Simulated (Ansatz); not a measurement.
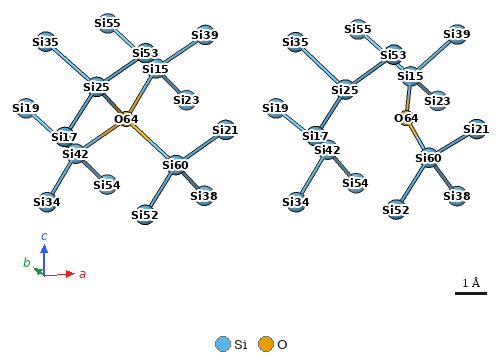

Two geometries of a defect cell of composition Si₆₃O (cell charge −1), drawn at one scale. One is the start of a relaxation, the other its converged end. A ball-and-stick model of the atoms within 4.2 Å of the atom that moves most (axes of the cell of the calculation (origin shifted)), seen slightly off an axis.

These are results of DFT, PBEsol, PAW, plane waves (Ansatz 0.2.0), not measurements. Settings: plane-wave cutoff 420 eV; k-point mesh 1 × 1 × 1; mesh shifted by (0.25, 0.25, 0.25); collinear spin; atoms relaxed in a fixed cell; force threshold 0.03 eV/Å; at most 80 steps.

> Which geometry has the lower energy?

The right one is the relaxed one. The largest move is that of O64, 0.99 Å along +a. By element the largest moves are O 0.99 Å, Si 0.31 Å. The cell stays as it was. Near-neighbour distances that change, for instance: Si60–O64 2.353 → 1.688 Å, Si15–O64 2.350 → 1.699 Å, Si25–O64 2.351 → 2.941 Å, Si42–O64 2.369 → 2.939 Å. Bond angles that change, for instance: Si21–Si60–Si52 109.7° → 102.9°, Si39–Si15–Si55 110.3° → 103.5°, Si38–Si60–Si52 108.8° → 102.9°. After 12 geometry steps the energy has fallen by 2.041 eV per cell of the calculation. Largest force component: 1.3 eV/Å at the start, 0.013 eV/Å at the end. The run took 19 s on 1 × NVIDIA GB300 Max-Q with 8 threads of Arm Neoverse-V2, peak memory 1.9 GiB.

Limits of the set-up: the cell is charged, on a uniform background, and energies carry no finite-size correction.
